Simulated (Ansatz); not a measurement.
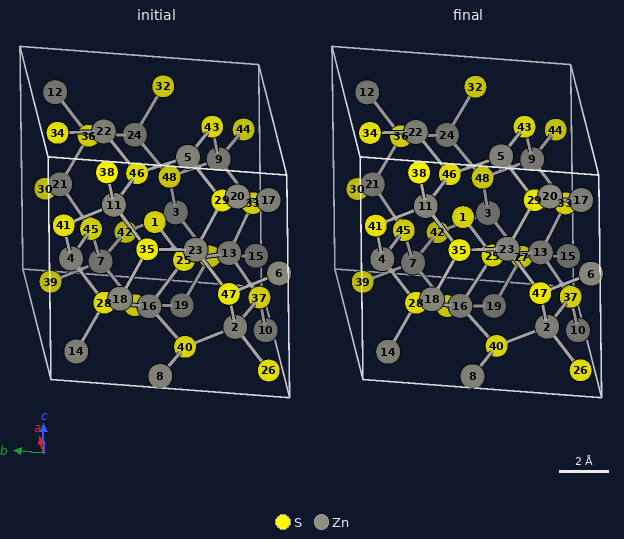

The structure of a defect cell of composition Zn₂₃S₂₅ (cell charge +1) before (left) and after (right) a relaxation, at one scale.

A ball-and-stick model of the cell of the calculation (origin shifted), seen from a free direction.

Case: S on a Zn site (b), charge +1, atoms relaxed at the host's cell.

Method: DFT PBE, scalar-relativistic, plane waves, PAW (Ansatz). Set-up: plane-wave cutoff 420 eV; k-point mesh 2 × 2 × 2; occupations gaussian; smearing width 0.01 eV; mesh shifted by (0.5, 0.5, 0.5); collinear spin; atoms relaxed in a fixed cell; force threshold 0.025 eV/Å; at most 45 steps.

> Summarise the run.

An S atom moves most: 0.27 Å along [1 1 1]. Largest moves by element: S 0.27 Å, Zn 0.07 Å. The lattice vectors keep their values. Near-neighbour distances that change, for instance: S–Zn 2.437 → 2.509 Å, S–Zn 2.311 → 2.355 Å, S–Zn 2.303 → 2.338 Å, S–S 2.045 → 2.070 Å. Among the angles between lasting bonds that change: S–S–Zn 102.3° → 106.8°, S–Zn–S 98.4° → 102.1°, Zn–S–Zn 115.6° → 112.0°. Over 3 geometry steps the energy falls by 0.207 eV per cell of the calculation. Largest force component: 0.64 eV/Å at the start, 0.011 eV/Å at the end. Cost: 110 s on 4 threads of Intel(R) Xeon(R) 6975P-C (Granite Rapids), with other jobs on the host, peak memory 4.6 GiB.

Limits of the set-up: the cell is charged, on a uniform background, and energies carry no finite-size correction.
